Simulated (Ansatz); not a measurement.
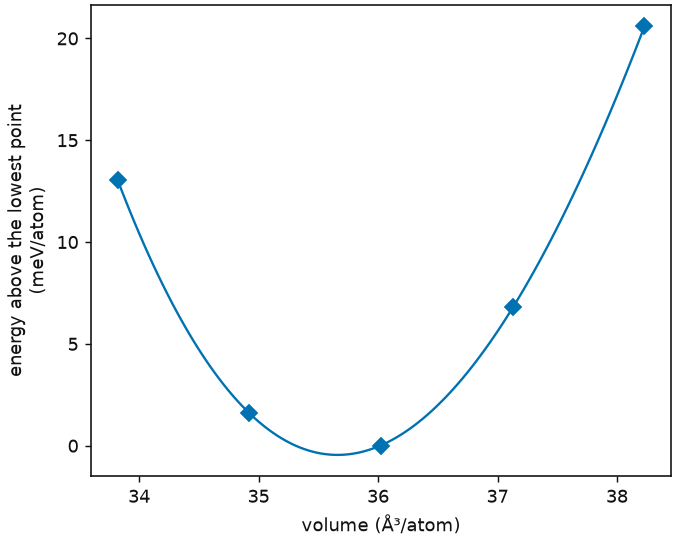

The plot gives the computed energy above the lowest point against volume.

How it was computed, with Ansatz 0.2.0 development build: equation of state of a cubic crystal from periodic Kohn-Sham density functional theory without spin, third-order Birch-Murnaghan fit to the free energies; pressure corrected for the finite basis. Level: HSE06.

> For which of these solids was it computed?
A. Co, Fm-3m (No. 225)
B. Na, Im-3m (No. 229)
C. Sn, Fd-3m (No. 227)

C, Sn: energy above the lowest point from 0.0 meV/atom to 20.6 meV/atom, V0 35.66 Å³/atom, B0 41.3 GPa. The others give: Co, energy above the lowest point from 0.0 meV/atom to 32.5 meV/atom, V0 10.01 Å³/atom, B0 270 GPa; Na, energy above the lowest point from 0.0 meV/atom to 12.1 meV/atom, V0 38.21 Å³/atom, B0 7.32 GPa.

For Co, limits of the calculation: coarse k-mesh, values are not converged in k; cubic model structure, not the ambient form; known magnet treated without spin, far from its ground state; pseudopotentials made with PBE, not this functional.

For Na, limits of the calculation: modest k-mesh, values are not fully converged in k.

For Sn, limits of the calculation: coarse k-mesh, values are not converged in k.
